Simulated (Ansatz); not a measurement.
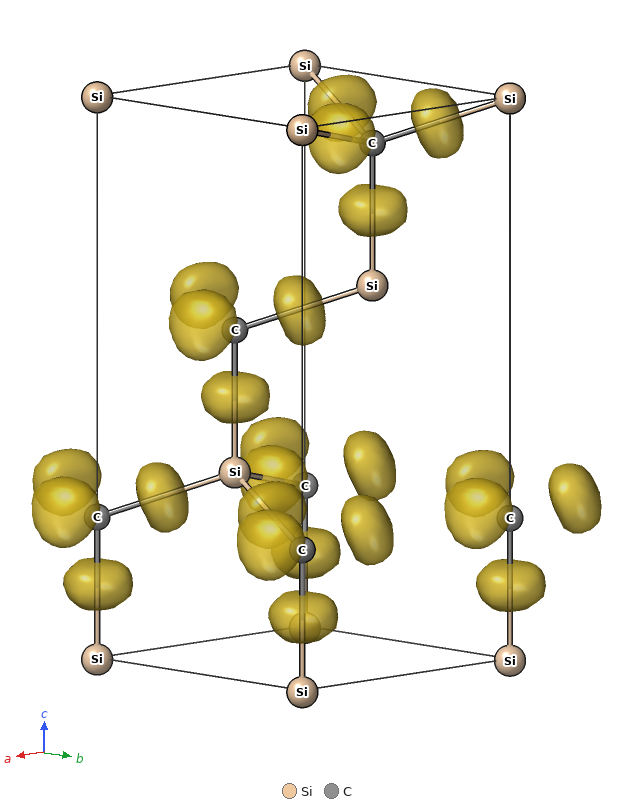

The picture shows: SiC. Isosurface of the ELF at 0.85 (yellow), seen at an oblique angle. Only the valence region is drawn (cores and ρ < 0.01 e/Å³ removed). Sticks mark near contacts.

Space group R3m; changed on purpose from its base cell (all Si atoms moved -0.025 Å, as atom 1 towards its neighbour atom 2 (C) at 1.886 A); not relaxed (largest force 0.5 eV/Å).

Theory: Ansatz, DFT r2SCAN, scalar-relativistic, plane waves, PAW.

In a PAW calculation such maps are meaningful between the atoms, not at the nuclei.

### Describe the localisation domains.

The ELF exceeds this value in twelve regions between bonded C–Si atoms (shared pairs), counted in one cell of 6 atoms. Any copies at cell faces, edges or corners count once. Profiles from the grid: Si–C (1.88 Å): the ELF peaks at about 0.95 between the atoms (a covalent bond).

### Metal or insulator at this level of theory?

It is gapped, with a Kohn–Sham gap of 1.6 eV on the k-point mesh (the band edges may lie off the mesh, which would make the gap smaller).
